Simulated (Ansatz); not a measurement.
## Single-point calculation, with input and output: TaSi2

- system: TaSi2 (P3₂12, 9 atoms in the cell)
- method: DFT PBEsol, scalar-relativistic, plane waves, PAW, no spin polarisation (Ansatz 0.2.0)

The structure derives from an entry of the Crystallography Open Database. It belongs to a series of runs on one base structure; here: mode 4 (107.0 1/cm) frozen in, largest displacement +0.075 A. Figures and captions count atoms from 1; the log counts them from 0 in places.

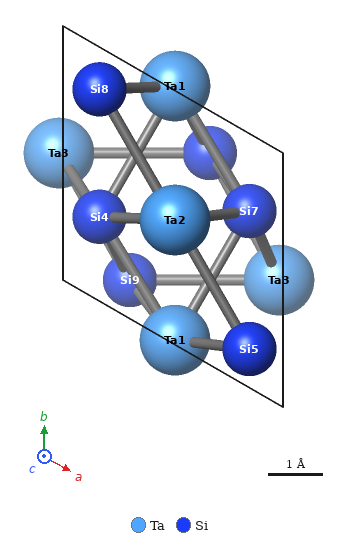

Figure 1. The structure as given in the input (ball-and-stick view of the cell of the calculation, along the c axis; atoms are numbered from 1 in the order of the input). An atom can appear more than once, as a periodic image.

## Input file
```yaml
crystal:
  lattice:
    - [4.7608595319, 0.0, 0.0]
    - [-2.3804297659, 4.1230252985, 0.0]
    - [0.0, 0.0, 6.5557841497]
  atoms:
    - { symbol: Ta, position: [0.5090952631, 0.0181905263, 0.5] }
    - { symbol: Ta, position: [0.5090952631, 0.4909047369, 0.8333333333] }
    - { symbol: Ta, position: [-0.0181905263, 0.4909047369, 0.1666666667] }
    - { symbol: Si, position: [0.1661557327, 0.3323114654, 0.5] }
    - { symbol: Si, position: [0.8476206467, 0.1523793533, 0.8333333333] }
    - { symbol: Si, position: [0.6676885346, 0.8338442673, 0.1666666667] }
    - { symbol: Si, position: [0.8476206467, 0.6952412934, 0.5] }
    - { symbol: Si, position: [0.1661557327, 0.8338442673, 0.8333333333] }
    - { symbol: Si, position: [0.3047587066, 0.1523793533, 0.1666666667] }
basis:
  ecutwfc: 420
kpoints:
  mp_grid: { grid: [12, 12, 6] }
hamiltonian:
  xc: pbesol
scf:
  occupations: { method: gaussian, width: 0.15 }
output:
  forces: true
  stress: true
  eigenvalues: true
  write_density: true
  write_potential: true
  elf: true
  volumetric_format: npy
```

Run on 2 threads of Intel Xeon (Granite Rapids), 192 GiB of memory available, shared host.

Command:
```bash
ansatz run input.yaml --threads 2 --pin off --max-ram 5120MiB --backend cpu --events-out ev --progress --plain --runs-dir out
```

## Log
```
Engine: ansatz 0.2.0, x86_64-unknown-linux-gnu
Pseudopotentials: kind: paw
Pseudopotential: Ta, paw, valence charge 13, recommended cutoff 420 eV (normal), Ta.paw.azcp
Pseudopotential: Si, paw, valence charge 4, recommended cutoff 420 eV (normal), Si.paw.azcp
Functional definition: PBEsol
  exchange = pbesol_x
  correlation = pbesol_c
Crystal: 9 atoms, lattice volume = 128.684 Å³
Basis set: ecut = 420 eV, 2523 PW (Γ), exchange–correlation on 64×64×90 points (8 copies of the dense FFT grid, shifted against one another)
Bands: 41, of which v1, the nominal top of the filled ones, is band 32 counted from 1 (31 counted from 0)
Symmetry: 6 space group operations
Space group: P3212 (ITA 153), of the structure as read, at distance tolerance 5.0e-5 Å
k-points: 100 of 864 (time reversal used)
Non-local potential: Ta, projectors of the file, l = 0: 3, l = 1: 2, l = 2: 2, l = 3: 1
Non-local potential: Si, projectors of the file, l = 0: 2, l = 1: 2, l = 2: 2
PAW form: soft (Blöchl's): semilocal exchange-correlation on the pseudo side does not see the compensation charge
PAW frozen core: Ta, regenerated for the run's functional, and the local potential with it (the file was generated under x = pbe(κ = 0.804, μ = 0.2195149727645171), c = pbe(β = 0.06672455060314922))
PAW frozen core: Si, regenerated for the run's functional, and the local potential with it (the file was generated under x = pbe(κ = 0.804, μ = 0.2195149727645171), c = pbe(β = 0.06672455060314922))
PAW one-centre angular grid: Ta, 590 points (default); XC on 64 Gauss nodes
PAW one-centre angular grid: Si, 110 points (default); XC on 64 Gauss nodes
Initial density: superposition of atomic densities (neutral atoms: chi_scale 0, normalization atom), corrected by the library's trained network
Initial wavefunctions: pseudopotential atomic-orbital guess
Functional: x = pbesol(κ = 0.804, μ = 0.12345679012345678), c = pbesol(β = 0.046)
SCF iter   1: F=—  HF=-33153.647632 eV  |F-HF|=—  |Δ(HF+E_count)|=         —  Δρ=5.34e-3  dr2=4.72e-2  ethr=1.77e-3  ⟨swp⟩=6.9  Hψ=19012  notcnv=0
preconditioner: auto → Kerker (q_TF=auto, 2.422 Å⁻¹)  [metal: Δε(μ)=0.022 eV  Ē_g=7.383 eV  σ=0.150 eV  W_gap=0.08  n_scr=22 (ndim 8)  ℏωp=20.4 eV  f_vac=0.000  D(μ)=3.54/eV (n_scr^D=22)]
SCF iter   2: F=—  HF=-33153.640225 eV  |F-HF|=—  |Δ(HF+E_count)|=   7.41e-3  Δρ=2.65e-3  dr2=7.24e-3  ethr=7.50e-5  ⟨swp⟩=2.0  Hψ=5378  notcnv=0  defer=1
SCF iter   3: F=—  HF=-33153.639392 eV  |F-HF|=—  |Δ(HF+E_count)|=   8.34e-4  Δρ=6.76e-4  dr2=4.19e-4  ethr=1.15e-5  ⟨swp⟩=2.1  Hψ=4858  notcnv=0  defer=1
SCF iter   4: F=—  HF=-33153.639357 eV  |F-HF|=—  |Δ(HF+E_count)|=   3.45e-5  Δρ=8.61e-5  dr2=9.28e-6  ethr=6.65e-7  ⟨swp⟩=2.0  Hψ=5372  notcnv=0  defer=1
SCF iter   5: F=—  HF=-33153.639276 eV  |F-HF|=—  |Δ(HF+E_count)|=   8.17e-5  Δρ=1.13e-5  dr2=2.04e-7  ethr=1.47e-8  ⟨swp⟩=2.0  Hψ=5796  notcnv=0  defer=1
SCF iter   6: F=-33153.639276 eV  HF=-33153.639276 eV  |F-HF|=4.39e-9  |Δ(HF+E_count)|=   3.45e-8  Δρ=2.11e-6  dr2=7.32e-9  ethr=1.59e-10  ⟨swp⟩=14.2  Hψ=29261  notcnv=0
SCF 1 converged in 6 iterations: F = -33153.639276 eV  dr2 = 7.32e-9
  greatest PAW one-centre occupation: 1.000 electrons in one spin orbital (limit 2), on the Ta atom at site 1 (counted from 0), in its partial waves of l = 0
```

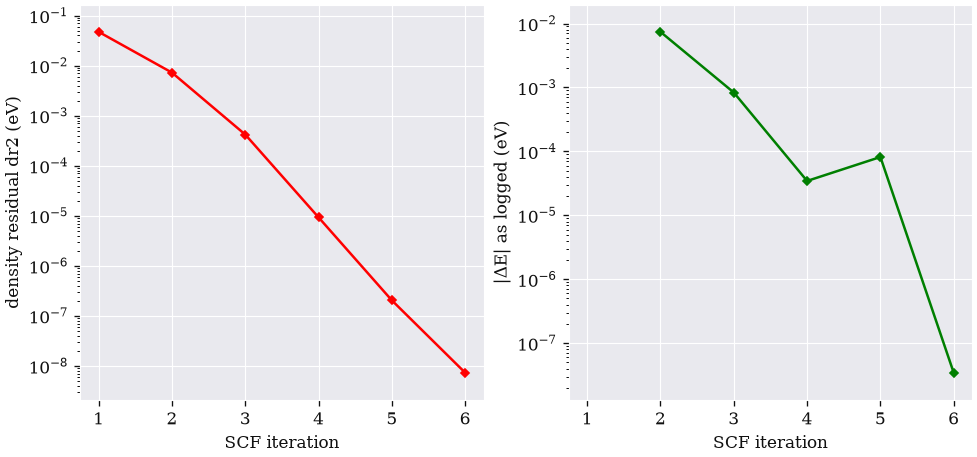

Figure 2. Convergence of the self-consistent field: density residual dr2 and size of the energy change against the SCF iteration. The residual falls at every step.

```
SCF converged after 6 iterations
Free energy (F): -33153.639276 eV
Harris-Foulkes:  -33153.639276 eV  (|F-HF|=4.39e-9)
Internal energy: -33153.599173 eV  (E = F + TS)
E sigma→0 (E₀):  -33153.619224 eV
Entropy (-TS):   -0.040103 eV (-4.456 meV/atom)
Fermi energy:    15.306772 eV
--- Per-component energies (eV) ---
  E_band       = -248.739506
  E_kinetic    = 1365.354926
  E_local      = -2330.333072  (includes V_loc(G=0)·N_el)
  E_nonlocal   = 205.490017
  E_hartree    = 892.239732
  E_xc         = -992.786786
  E_vxc        = -910.436506  (∫ρ·V_xc dr)
  E_paw        = -27812.649201  (= ΣΔE_a)
  E_vpaw       = -363.291366  (= ΣTr[D̂ρ^β])
  E_aug_tail   = 0.000455  (compensation charges beyond the density's cutoff)
  E_ewald      = -4481.745548
  E_core_change = 0.830303  (= ΣΔE_core)
  E_smearing   = -0.040103  (= −TS)
  E_closure    = 0.000000  (closes the sum)
  Σ components = -33153.639276   (vs F -33153.639276, Δ=0.00e0)
--- Forces (eV/Å), atoms counted from 1 ---
  atom   1  Ta    -0.00000000    -0.57397532    -0.00000000
  atom   2  Ta    -0.49707721     0.28698766     0.00000000
  atom   3  Ta     0.49707721     0.28698766     0.00000000
  atom   4  Si    -0.00000000    -0.04434606    -0.00000000
  atom   5  Si    -0.08036351     0.04639789     0.00000000
  atom   6  Si     0.03840482     0.02217303    -0.00000000
  atom   7  Si    -0.00000000    -0.09279579     0.00000000
  atom   8  Si    -0.03840482     0.02217303    -0.00000000
  atom   9  Si     0.08036351     0.04639789     0.00000000
  max |Σ_I F_I| component: 2.91e-16 eV/Å
--- Stress (GPa, compression-positive) ---
        0.107786       0.000000      -0.000000
        0.000000       0.107786      -0.000000
        0.000000      -0.000000       0.153052
  P = ⅓ Tr σ = 0.1229 GPa (1.229 kbar)
--- Band table (eV; the first three rows and the last of 100) ---
  k-point 0: bands = ["-52.2619", "-52.2444", "-52.2444", "-18.9807", "-18.9807", "-18.9659", "-18.8976", "-18.8976", "-18.8274", "-18.7795", "-18.7795", "-18.7602", "1.8382", "5.1746", "5.1746", "8.6742", "9.3670", "9.3670", "9.3982", "9.3982", "10.4905", "11.3921", "11.3921", "11.7361", "12.7217", "12.7217", "12.7893", "12.7893", "12.9374", "13.1016", "13.1016", "13.7797", "16.0280", "18.2232", "18.2232", "18.4909", "18.8592", "19.1595", "19.1595", "19.2049", "19.4485"]
  k-point 1: bands = ["-52.2612", "-52.2482", "-52.2413", "-19.0063", "-18.9615", "-18.9507", "-18.9029", "-18.8940", "-18.8318", "-18.7936", "-18.7651", "-18.7633", "1.9481", "4.2964", "6.0475", "8.7668", "9.0896", "9.2944", "9.6946", "9.7573", "10.4647", "10.5367", "11.1421", "11.4440", "12.5869", "12.8854", "12.9001", "13.0144", "13.1729", "13.1734", "13.6123", "13.7406", "16.4011", "17.5728", "18.2157", "18.5803", "18.8778", "19.0055", "19.1302", "19.3436", "19.3828"]
  k-point 2: bands = ["-52.2592", "-52.2522", "-52.2393", "-19.0230", "-18.9496", "-18.9295", "-18.9072", "-18.8882", "-18.8453", "-18.7979", "-18.7774", "-18.7514", "2.2724", "3.4830", "6.8337", "8.9082", "9.0317", "9.4024", "9.4127", "9.9949", "10.3766", "10.5211", "10.5751", "10.8551", "12.5272", "12.7793", "12.8095", "13.0757", "13.2516", "13.3386", "13.6447", "15.0473", "16.9754", "17.7100", "17.9096", "18.3138", "18.6789", "18.8068", "19.0484", "19.2697", "19.3887"]
  k-point 99: bands = ["-52.2550", "-52.2521", "-52.2434", "-19.0321", "-19.0032", "-18.9424", "-18.8942", "-18.8903", "-18.8345", "-18.7848", "-18.7679", "-18.7488", "4.1880", "5.1020", "5.2824", "6.1768", "7.5907", "7.8676", "8.4866", "9.3629", "10.0443", "11.8368", "12.3801", "12.4603", "12.9844", "13.0113", "13.0442", "13.3136", "13.9010", "13.9352", "15.4278", "15.6179", "15.6655", "17.1352", "17.3544", "17.6516", "17.8510", "17.9738", "18.0026", "18.6230", "18.9894"]
```

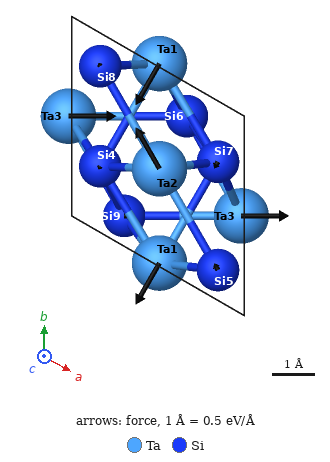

Figure 3. Forces on the atoms as black arrows (ball-and-stick view of the cell of the calculation, along the c axis; atoms are numbered from 1 in the order of the input). The largest act on all 3 Ta atoms (0.57 eV/Å). The geometry is not a stationary point of this energy.

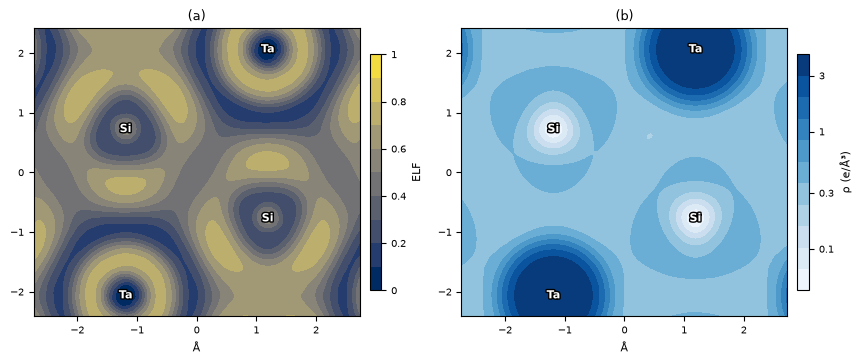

Figure 4. (a) electron localisation function; (b) valence charge density (pseudo) on the (001) plane of the conventional cell. The section cuts through Ta and Si sites. Ta–Si (2.71 Å): the density is about 0.35 e/Å³ at the midpoint; the ELF is about 0.40 at the midpoint. Ta–Si (2.79 Å): ρ is about 0.3 e/Å³ halfway; the ELF is about 0.40 at the midpoint. Away from the nuclei the density in this plane falls to 0.24 e/Å³ at its lowest. The strong features right at Ta lie inside the PAW spheres (semicore, d or f shells) and say nothing about bonding. The fields are those of the smooth PAW valence density.

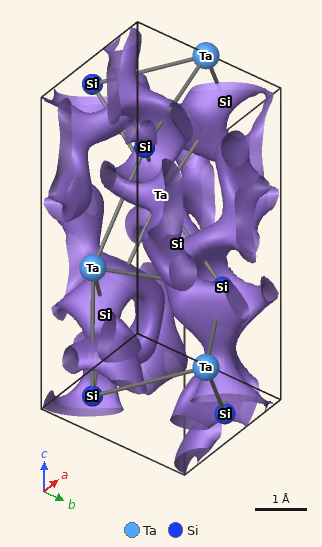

Figure 5. Isosurface of the ELF at 0.65 (purple), seen at an oblique angle. Core shells and regions of very low density are left out. Sticks mark near contacts. The outline is the cell set on symmetry axes. Profiles from the grid: Si–Si (2.55 Å): the ELF peaks at about 0.75 between the atoms (a covalent bond). Ta–Si (2.60 Å): the ELF is about 0.40 at the midpoint.

## Key numbers

```csv
quantity,value
outcome,converged
space group (tolerance 0.01 Å),P3₂12 (153)
electrons treated,63
free energy,−33153.6393 eV
Fermi energy,15.307 eV
gap on the k-point mesh,none (metallic)
pressure,0.12 GPa
largest force (length of the vector),0.574 eV/Å
wall time,14 s (CPU time 28 s)
peak memory,0.68 GiB
```

## Remarks

Spin–orbit coupling is left out, which matters for Ta.
